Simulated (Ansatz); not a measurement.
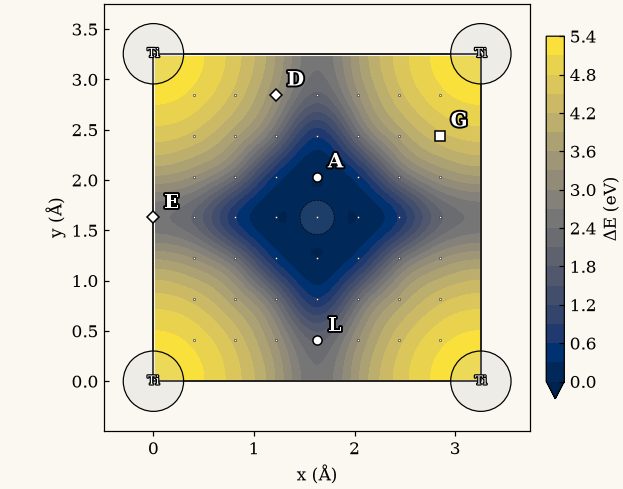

C on a Ti(100) slab cut from the Im-3m phase, its upper half relaxed before the scan (4 atoms of substrate and one adsorbate in a 1 × 1 cell). 
- C is moved over the surface cell; relaxed at each place: the height of the adsorbate's atoms; substrate rigid; the origin of the map has the adsorbate above Ti4.
- Places are given modulo a cell vector. The map is drawn in real space over the plane of the surface.
- The scan uses an 8 × 8 grid; 15 points were computed and 49 follow by symmetry.
- Energies: eV, counted from the lowest grid point.
- With one adsorbate in each 1 × 1 cell, its nearest image is 3.3 Å away, so neighbouring adsorbates interact.
- Theory: DFT PBE, scalar-relativistic, plane waves, PAW (Ansatz). Settings: cutoff 420 eV, k-mesh 8×8×1, gaussian smearing 0.1 eV, no spin polarisation.

The picture shows filled contours, dots at the grid points, labelled circles for the atoms of the top layer and small ones for the second layer, the outline of one cell of the plane, lettered points. Between grid points the surface is interpolated.

**Rank the lettered points by energy, lowest first.**

A (0.00 eV), L (2.02 eV), E (2.45 eV), D (3.26 eV), G (4.39 eV).

**What kind of point is each of A, D, E, G: minimum, saddle, maximum or slope?**

A: minimum; D: on a slope; E: saddle point; G: on a slope. (In these two coordinates alone; a stationary point may lie a little off the grid point.)

PAW datasets: the set soft_1.
